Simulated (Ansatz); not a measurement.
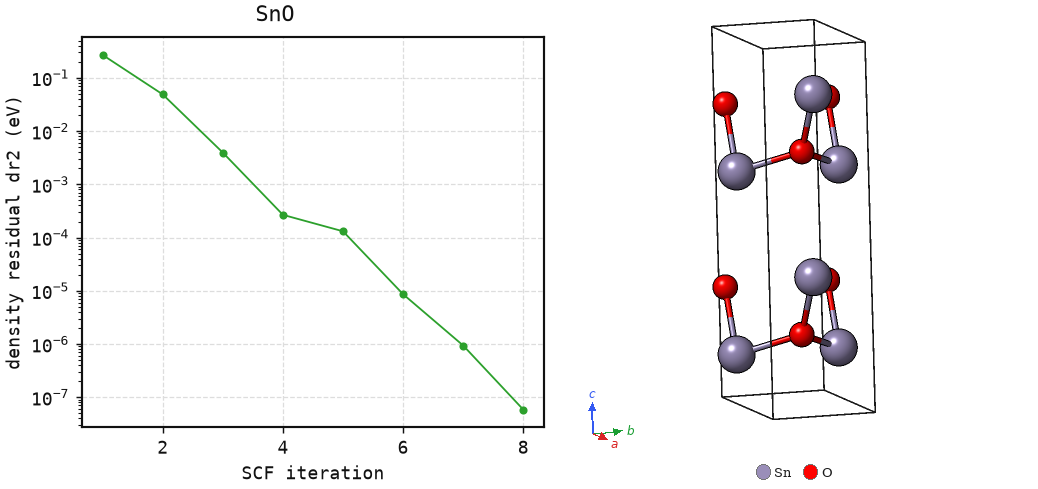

Beside the plot: the structure in its conventional cell.

The plot shows the SCF iterations of a calculation: density residual dr2. The starting density is a sum of atomic densities corrected by a trained network.

SnO (8 atoms in the cell), run with Ansatz.

```
crystal:
  lattice:
    - [0.0, 0.0, -4.22197]
    - [-3.355005, 0.0, 0.0]
    - [0.0, 11.348208, -0.844394]
  atoms:
    - { symbol: Sn, position: [0.3136651, 0.0, 0.8659545] }
    - { symbol: Sn, position: [0.4136651, 0.0, 0.3659545] }
    - { symbol: Sn, position: [0.9600469, 0.5, 0.1340455] }
    - { symbol: Sn, position: [0.8600469, 0.5, 0.6340455] }
    - { symbol: O, position: [0.224018, 0.0, 0.195625] }
    - { symbol: O, position: [0.124018, 0.0, 0.695625] }
    - { symbol: O, position: [0.602268, 0.5, 0.804375] }
    - { symbol: O, position: [0.702268, 0.5, 0.304375] }
basis:
  ecutwfc: 420
  ecutrho_ratio: 1
kpoints:
  mp_grid: { grid: [6, 8, 3] }
hamiltonian:
  xc: lda
scf:
  occupations: { method: gaussian, width: 0.05 }
  max_iter: 60
output:
  forces: true
  eigenvalues: true
  stress: true
```

Command:
```bash
ansatz run input.yaml --threads 2 --pin off --max-ram 5120MiB --backend cpu --events-out ev --progress --plain --runs-dir out
```

### Did the calculation converge?

Converged, in 8 iterations. The residual falls at every step. From the first spectrum the program read the system as an insulator and chose the Resta preconditioner.

### Read the residual at the first and at the last step drawn.

It starts near 0.3 and ends near 6 × 10⁻⁸ eV.

### Is anything amiss with this input?

The input holds an odd setting (a density cutoff under four times that of the waves). The SCF closed, but its energy differs from that of a run with usual settings by more than 1 meV per atom.
